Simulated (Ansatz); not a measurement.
**Geometry relaxation of W**

System: W (Im-3m, 1 atom in the cell).
Method: DFT, LDA, all-electron LAPW, Dirac equation with spin-orbit coupling (Ansatz 0.2.0).

It belongs to a series of runs on one base structure; here: bcc relaxed, LAPW. Figures and captions count atoms from 1; the log counts them from 0 in places.

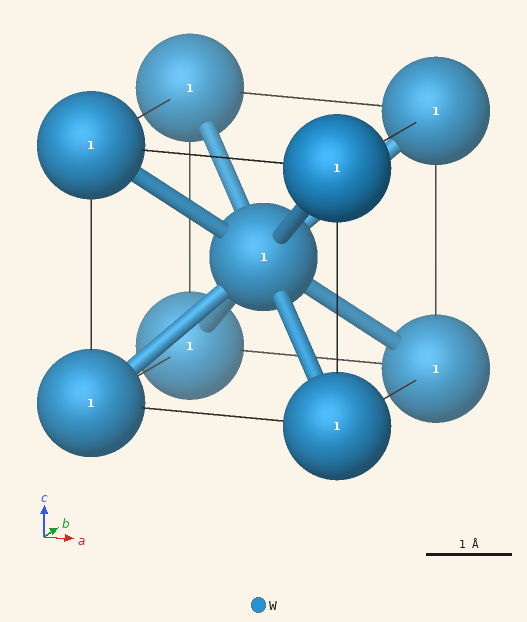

The input geometry (ball-and-stick view of the cell 2 times as large as that of the calculation, set on its symmetry axes, seen slightly off an axis; atoms are numbered from 1 in the order of the input). Near neighbours in the crystal (not all of them lie inside the picture): W has 8 W at 2.72 Å.

Summary:

```csv
quantity,value
outcome,converged
space group (tolerance 0.01 Å),Im-3m (229)
electrons in bands (core shells apart),44
free energy,−439583.7252 eV
Fermi energy,29.625 eV
net moment of the cell,0.00 μB
integrated absolute moment,0.00 μB
pressure,0.04 GPa
final volume,15.43 Å³
largest force (length of the vector) at the end,under 0.001 eV/Å
final cell,"a = 2.717 Å, b = 2.717 Å, c = 2.717 Å, α = 109.47°, β = 109.47°, γ = 109.47°"
hardware,"2 threads of Arm Neoverse V2, 24 GiB of memory available, shared host"
wall time,3.1 min (CPU time 6.2 min)
peak memory,0.9 GiB
```

The input:
```yaml
crystal:
  lattice:
    - [-1.5684183006, 1.5684183006, 1.5684183006]
    - [1.5684183006, -1.5684183006, 1.5684183006]
    - [1.5684183006, 1.5684183006, -1.5684183006]
  atoms:
    - { symbol: W, position: [0.0, 0.0, 0.0] }
kpoints:
  mp_grid: { grid: [18, 18, 18] }
scf:
  occupations: { method: fermi_dirac, width: 0.05 }
hamiltonian:
  xc: lda
  pseudopotentials: { kind: all_electron, lapw: { basis_error: 0.0005 } }
output:
  forces: true
  stress: true
  eigenvalues: true
  populations: true
relax:
  f_tol: 0.005
  max_steps: 25
  cell: {}
magnetization:
  noncollinear: true
  spin_orbit: true
```

Run as:
```bash
ansatz run input.yaml --threads 2 --pin off --max-ram 5120MiB --backend cpu --events-out ev --progress --plain --runs-dir out
```

What the program printed:
```
The last accepted step is kept in [file] (removed where the run ends without a failure and the disk answers)
W: projections on atomic orbitals take those of the free atom 1s2 2s2 2p6 3s2 3p6 3d10 4s2 4p6 4d10 4f14 5s2 5p6 5d4 6s2, of charge +0.00 (hamiltonian.pseudopotentials.projection_atoms)
LAPW: plane waves up to 9.488 Å⁻¹, error target 5.0e-4 eV per atom; Dirac's equation on spinors; W in spheres of 1.318 Å, 44 of its electrons in bands (how accurate: hamiltonian.pseudopotentials.lapw.basis_error, Limitations)
Engine: ansatz 0.2.0, aarch64-unknown-linux-gnu
Pseudopotentials: kind: all_electron
Pseudopotential: W, LAPW, valence charge 44, lapw/all_electron/dirac/gaussian/W, Dirac's equation, gaussian nucleus
Functional definition: SPW92
  exchange = slater_x
  correlation = pw_c
non-collinear run that drives no moment, with spin-orbit: no starting moment large enough to seed its density (crystal.atoms[].spin), no starting occupations that ask for one, no magnetisation constraint and no magnetic field, so the semilocal B_xc is pinned to zero
Crystal: 1 atoms, lattice volume = 15.433 Å³
Basis set: ecut = 342.9655985929034 eV, 225 PW (Γ), exchange–correlation at level 2
Bands: 54, of which v1, the nominal top of the filled ones, is band 44 counted from 1 (43 counted from 0)
Symmetry: 48 space group operations + 48 with time reversal
Magnetic group: BNS 229.141 (UNI 1643), of the structure as read, at distance tolerance 2.5e-5 Å
k-points: 195 of 5832
Non-local potential: W, projectors of the file, none
Initial density: superposition of atomic densities (chi_scale 0.1, normalization cell)
Initial wavefunctions: plane waves of lowest kinetic energy (no species holds an atomic orbital)
Functional: x = slater, c = lda
iter 1 solved again at ethr=2.80e-4 eV; its pass at ethr=1.00e-1 eV (dr2=1.23e-1 eV) is discarded
SCF iter   1: F=—  HF=-439583.930820 eV  |F-HF|=—  |Δ(HF+E_count)|=         —  Δρ=3.85e-2  dr2=1.24e-1  dr2_m=0.00e0 (ungated)  ethr=2.80e-4  |M|=0.00e0 ∫|m|=0.00e0 μB  β_m=0.30  ⟨swp⟩=2.9  Hψ=64122  notcnv=0
preconditioner: auto → Kerker (q_TF=auto, 3.249 Å⁻¹)  [metal: Δε(μ)=0.037 eV  Ē_g=31.662 eV  σ=0.050 eV  W_gap=0.18  n_scr=12 (ndim 8)  ℏωp=48.2 eV  f_vac=0.000  D(μ)=0.56/eV (n_scr^D=0)]
spin=Noncollinear: Kerker preconditioning applied to the charge; magnetization (m_x, m_y, m_z) channels mix plain (no charge-response kernel on spin).
SCF iter   2: F=—  HF=-439583.783008 eV  |F-HF|=—  |Δ(HF+E_count)|=   1.48e-1  Δρ=2.71e-2  dr2=6.49e-2  dr2_m=0.00e0 (ungated)  ethr=2.80e-4  |M|=0.00e0 ∫|m|=0.00e0 μB  β_m=0.45  ⟨swp⟩=2.0  Hψ=32392  notcnv=0
SCF iter   3: F=—  HF=-439583.728133 eV  |F-HF|=—  |Δ(HF+E_count)|=   5.49e-2  Δρ=1.29e-2  dr2=1.82e-2  dr2_m=0.00e0 (ungated)  ethr=1.48e-4  |M|=0.00e0 ∫|m|=0.00e0 μB  β_m=0.48  ⟨swp⟩=2.0  Hψ=31462  notcnv=0
SCF iter   4: F=—  HF=-439583.724483 eV  |F-HF|=—  |Δ(HF+E_count)|=         —  Δρ=6.76e-3  dr2=6.14e-3  dr2_m=0.00e0 (ungated)  ethr=4.13e-5  |M|=0.00e0 ∫|m|=0.00e0 μB  β_m=0.74  ⟨swp⟩=2.0  Hψ=30661  notcnv=0
the basis was enlarged: its passes take 1.5 MiB over the memory plan, 2 of 2 planned eigensolver slots
iter 5 solved again at ethr=1.19e-6 eV; its pass at ethr=1.40e-5 eV (dr2=5.26e-4 eV) is discarded
SCF iter   5: F=—  HF=-439583.725138 eV  |F-HF|=—  |Δ(HF+E_count)|=   6.55e-4  Δρ=1.80e-3  dr2=5.25e-4  dr2_m=0.00e0 (ungated)  ethr=1.19e-6  |M|=0.00e0 ∫|m|=0.00e0 μB  β_m=0.87  ⟨swp⟩=2.0  Hψ=51940  notcnv=0
SCF iter   6: F=—  HF=-439583.725159 eV  |F-HF|=—  |Δ(HF+E_count)|=   2.16e-5  Δρ=4.82e-4  dr2=2.01e-5  dr2_m=0.00e0 (ungated)  ethr=1.19e-6  |M|=0.00e0 ∫|m|=0.00e0 μB  β_m=0.94  ⟨swp⟩=2.0  Hψ=30661  notcnv=0
SCF iter   7: F=—  HF=-439583.725160 eV  |F-HF|=—  |Δ(HF+E_count)|=   4.73e-7  Δρ=7.72e-5  dr2=5.03e-7  dr2_m=0.00e0 (ungated)  ethr=4.57e-8  |M|=0.00e0 ∫|m|=0.00e0 μB  β_m=0.97  ⟨swp⟩=2.0  Hψ=30661  notcnv=0
SCF iter   8: F=-439583.725160 eV  HF=-439583.725160 eV  |F-HF|=3.84e-9  |Δ(HF+E_count)|=   3.50e-8  Δρ=1.12e-5  dr2=8.48e-9  dr2_m=0.00e0 (ungated)  ethr=1.14e-9  |M|=0.00e0 ∫|m|=0.00e0 μB  ⟨swp⟩=2.0  Hψ=30661  notcnv=0
SCF 1 converged in 8 iterations: F = -439583.725160 eV  dr2 = 8.48e-9
relax step   1: F+E_penalty+E_count = -439583.72515977 eV  Δ(F+E_penalty+E_count) = +0.000e0 eV  max|allowed force component| = 0.000e0 eV/Å  Δτ_max = 0.0000 Å  P = +0.044 GPa  Ω = 15.433 Å³  (8 SCF iters, accepted)
Initial density: handed on by an earlier stage of this run
Initial wavefunctions: those handed on with the density
iter 1 solved again at ethr=1.81e-11 eV; its pass at ethr=1.00e-1 eV (dr2=7.98e-9 eV) is discarded
SCF iter   1: F=—  HF=-439583.725160 eV  |F-HF|=—  |Δ(HF+E_count)|=         —  Δρ=9.64e-6  dr2=7.24e-9  dr2_m=0.00e0 (ungated)  ethr=2.23e-11 (applied; sched 1.81e-11)  |M|=0.00e0 ∫|m|=0.00e0 μB  β_m=0.30  ⟨swp⟩=6.8  Hψ=66873  notcnv=0
preconditioner: auto → Kerker (q_TF=auto, 3.249 Å⁻¹)  [metal: Δε(μ)=0.041 eV  Ē_g=32.405 eV  σ=0.050 eV  W_gap=0.20  n_scr=12 (ndim 8)  ℏωp=48.2 eV  f_vac=0.000  D(μ)=0.51/eV (n_scr^D=0)]
spin=Noncollinear: Kerker preconditioning applied to the charge; magnetization (m_x, m_y, m_z) channels mix plain (no charge-response kernel on spin).
SCF iter   2: F=-439583.725160 eV  HF=-439583.725160 eV  |F-HF|=5.24e-10  |Δ(HF+E_count)|=   1.22e-9  Δρ=7.91e-6  dr2=5.23e-9  dr2_m=0.00e0 (ungated)  ethr=1.65e-11  |M|=0.00e0 ∫|m|=0.00e0 μB  ⟨swp⟩=2.0  Hψ=30661  notcnv=0
SCF 2 converged in 2 iterations: F = -439583.725160 eV  dr2 = 5.23e-9
relax step   2: F+E_penalty+E_count = -439583.72515978 eV  Δ(F+E_penalty+E_count) = -3.492e-9 eV  max|allowed force component| = 0.000e0 eV/Å  Δτ_max = 0.0000 Å  P = +0.044 GPa  Ω = 15.433 Å³  stress off target by 4.38e-2 GPa  SCF on the basis re-selected at this cell (its energy is not comparable with the rows above)  (2 SCF iters)
```

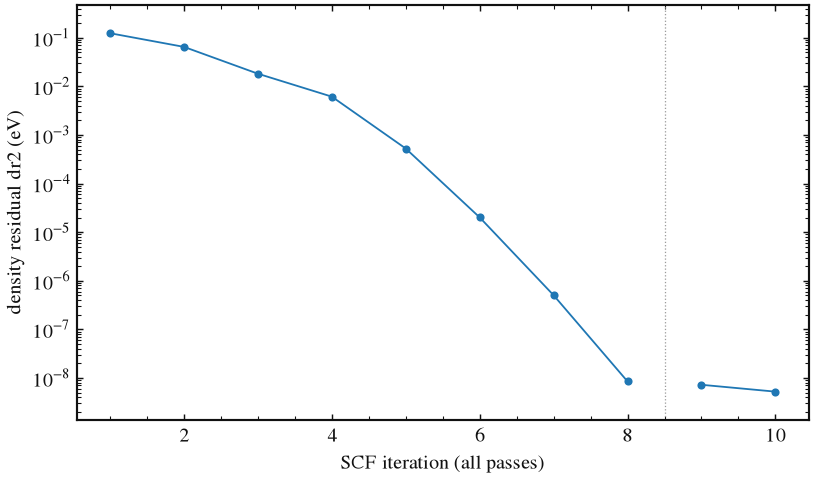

Convergence of the self-consistent field: density residual dr2 against the SCF iteration. The dotted lines part the SCF passes of the relaxation: geometry steps, rejected trials and re-solves on a re-selected basis. The passes take 8 and 2 iterations.

```
basis re-selected at this cell: Δ(F+E_penalty+E_count) = -3.492e-9 eV, ΔP = -0.000 GPa vs the last step (what re-selecting the basis moved, after the strain that the cell walked since its last selection, with what the two solves' SCF thresholds leave and, on support functions, any second-order correction that the steps lacked; it is no measure of the basis error at this ecutwfc). This SCF's stress stands 4.38e-2 GPa from its target on what of the cell is left free (relax.cell.stress_tol is 5.00e-2 GPa) and its largest allowed force component is 0.00e0 eV/Å (relax.f_tol is 5.00e-3 eV/Å): within both
SCF converged after 2 iterations
Magnetization: |M| = 0.0000 μB,  M = (+0.0000, +0.0000, +0.0000) μB
Absolute magnetization: 0.0000 μB (∫|m|)
  site 0: m = (+0.0000, +0.0000, +0.0000) μB, |m| = 0.0000 μB  (R = 1.32 Å)
Free energy (F): -439583.725160 eV
Harris-Foulkes:  -439583.725160 eV  (|F-HF|=5.24e-10)
Internal energy: -439583.720920 eV  (E = F + TS)
E sigma→0 (E₀):  -439583.723040 eV
Entropy (-TS):   -0.004240 eV (-4.240 meV/atom)
Fermi energy:    29.625106 eV
--- Per-component energies (eV) ---
  E_band       = -4334.356558
  E_kinetic    = 494896.867952
  E_xc         = -8597.206899
  E_electrostatic = -925883.381973  (all electrons and nuclei)
  E_smearing   = -0.004240  (= −TS)
  E_closure    = 0.000000  (closes the sum)
  E_atoms      = -439570.854346  (free atoms, spherical and without spin; not in F)
  Σ components = -439583.725160   (vs F -439583.725160, Δ=0.00e0)
  Basis errors (estimates in eV, not in F): energy 1.4e-4 per atom: plane waves 1.2e-4 (6.4e-5 summed), levels above the bands 4.9e-118, relativity 1.4e-8, radial functions 1.8e-5, core shells 9.2e-8; eigenvalues (radial functions only) 4.3e-7; not estimated: angular momenta, meshes, grids; target (lapw.basis_error) 5.0e-4; muffin-tin radii W 1.318 Å
--- Forces (eV/Å), atoms counted from 1 ---
  atom   1  W      0.00000000    -0.00000000    -0.00000000
  max |Σ_I F_I| component: 1.07e-25 eV/Å
--- Stress (GPa, compression-positive) ---
        0.043786       0.000000       0.000000
        0.000000       0.043786       0.000000
        0.000000       0.000000       0.043786
  P = ⅓ Tr σ = 0.0438 GPa (0.438 kbar)
--- Band table (eV; the first three rows and the last of 195) ---
  k-point 0: bands = ["-436.2444", "-436.2444", "-368.3120", "-368.3120", "-368.3120", "-368.3120", "-210.1632", "-210.1632", "-210.1632", "-210.1632", "-197.6518", "-197.6518", "-197.6518", "-197.6518", "-197.6281", "-197.6281", "-44.2428", "-44.2428", "-15.2717", "-15.2717", "-5.0941", "-5.0941", "-5.0941", "-5.0941", "0.4158", "0.4158", "0.4158", "0.4158", "0.4421", "0.4421", "2.6472", "2.6472", "2.6472", "2.6472", "2.6656", "2.6656", "2.7004", "2.7004", "19.9447", "19.9447", "28.1722", "28.1722", "28.1722", "28.1722", "28.6882", "28.6882", "31.9812", "31.9812", "31.9812", "31.9812", "44.3077", "44.3077", "44.3232", "44.3232"]
  k-point 1: bands = ["-436.2444", "-436.2444", "-368.3120", "-368.3120", "-368.3120", "-368.3120", "-210.1632", "-210.1632", "-210.1632", "-210.1632", "-197.6518", "-197.6518", "-197.6518", "-197.6518", "-197.6281", "-197.6281", "-44.2382", "-44.2382", "-15.2838", "-15.2838", "-5.1363", "-5.1363", "-5.1022", "-5.1022", "0.4156", "0.4156", "0.4159", "0.4159", "0.4421", "0.4421", "2.6472", "2.6472", "2.6480", "2.6480", "2.6649", "2.6649", "2.6998", "2.6998", "20.1002", "20.1002", "28.1195", "28.1195", "28.2226", "28.2226", "28.7260", "28.7260", "31.8269", "31.8269", "31.9842", "31.9842", "44.4511", "44.4511", "44.5766", "44.5766"]
  k-point 2: bands = ["-436.2444", "-436.2444", "-368.3120", "-368.3120", "-368.3120", "-368.3120", "-210.1632", "-210.1632", "-210.1632", "-210.1632", "-197.6518", "-197.6518", "-197.6518", "-197.6518", "-197.6281", "-197.6281", "-44.2250", "-44.2250", "-15.3185", "-15.3185", "-5.2562", "-5.2562", "-5.1256", "-5.1256", "0.4151", "0.4151", "0.4160", "0.4160", "0.4419", "0.4419", "2.6473", "2.6473", "2.6502", "2.6502", "2.6631", "2.6631", "2.6982", "2.6982", "20.5479", "20.5479", "27.9273", "27.9273", "28.1973", "28.1973", "29.0407", "29.0407", "31.4955", "31.4955", "32.0010", "32.0010", "44.7887", "44.7887", "45.3298", "45.3298"]
  k-point 194: bands = ["-436.2444", "-436.2444", "-368.3120", "-368.3120", "-368.3120", "-368.3120", "-210.1632", "-210.1632", "-210.1632", "-210.1632", "-197.6518", "-197.6518", "-197.6518", "-197.6518", "-197.6281", "-197.6281", "-43.9755", "-43.9755", "-15.8932", "-15.8932", "-6.2796", "-6.2796", "-6.2796", "-6.2796", "0.4176", "0.4176", "0.4176", "0.4176", "0.4343", "0.4343", "2.6343", "2.6343", "2.6669", "2.6669", "2.6754", "2.6754", "2.6754", "2.6754", "23.6075", "23.6075", "23.6075", "23.6075", "34.7880", "34.7880", "34.7880", "34.7880", "35.5239", "35.5239", "36.3068", "36.3068", "39.0223", "39.0223", "39.0223", "39.0223"]
--- Relaxed structure (1 steps of the walk, 1 accepted, 1 SCFs on fresh bases) ---
  F+E_penalty+E_count = -439583.72515978 eV   max|allowed force component| = 0.000e0 eV/Å   (the final SCF, on the basis selected at the relaxed cell)
  cell:  # Å, volume = 15.4328 Å³
    - [-1.5684183006, 1.5684183006, 1.5684183006]
    - [1.5684183006, -1.5684183006, 1.5684183006]
    - [1.5684183006, 1.5684183006, -1.5684183006]
  atoms:
    - { symbol: W, position: [0.0, 0.0, 0.0] }
--- Löwdin populations: 1 site ---
  site symbol       q [e]
     0      W     73.7960
  spilling = 0.002757 (of n_electrons = 74.000000)
```

File populations.tsv:
```
# site	symbol	l	j	q
# orbitals = lowdin
# n_electrons = 74.000000
# spilling = 0.002757
# projection_atom_W: 1s2 2s2 2p6 3s2 3p6 3d10 4s2 4p6 4d10 4f14 5s2 5p6 5d4 6s2
0	W	0_1S	0.5	1.999999
0	W	0_2S	0.5	1.999978
0	W	0_3S	0.5	1.999748
0	W	0_4S	0.5	1.997348
0	W	0_5S	0.5	1.959906
0	W	0_6S	0.5	0.891993
0	W	1_2P	0.5	1.989446
0	W	1_2P	1.5	3.999984
0	W	1_3P	0.5	1.990286
0	W	1_3P	1.5	3.997291
0	W	1_4P	0.5	1.987689
0	W	1_4P	1.5	3.995757
0	W	1_5P	0.5	1.978285
0	W	1_5P	1.5	3.982597
0	W	2_3D	1.5	3.999031
0	W	2_3D	2.5	5.999748
0	W	2_4D	1.5	3.998375
0	W	2_4D	2.5	5.998909
0	W	2_5D	1.5	2.292218
0	W	2_5D	2.5	2.739014
0	W	3_4F	2.5	5.999431
0	W	3_4F	3.5	7.998969
```

Trajectory as extended XYZ (Å, eV, eV/Å), 2 frames, from step=1 to step=2:
```
1
Lattice="-1.5684 1.5684 1.5684 1.5684 -1.5684 1.5684 1.5684 1.5684 -1.5684" Properties=species:S:1:pos:R:3:forces:R:3 step=1 energy=-439583.72516 pressure_GPa=0.04
W     0.0000    0.0000    0.0000    0.0000   0.0000   0.0000
1
Lattice="-1.5684 1.5684 1.5684 1.5684 -1.5684 1.5684 1.5684 1.5684 -1.5684" Properties=species:S:1:pos:R:3:forces:R:3 step=2 energy=-439583.72516 pressure_GPa=0.04
W     0.0000    0.0000    0.0000    0.0000   0.0000   0.0000
```
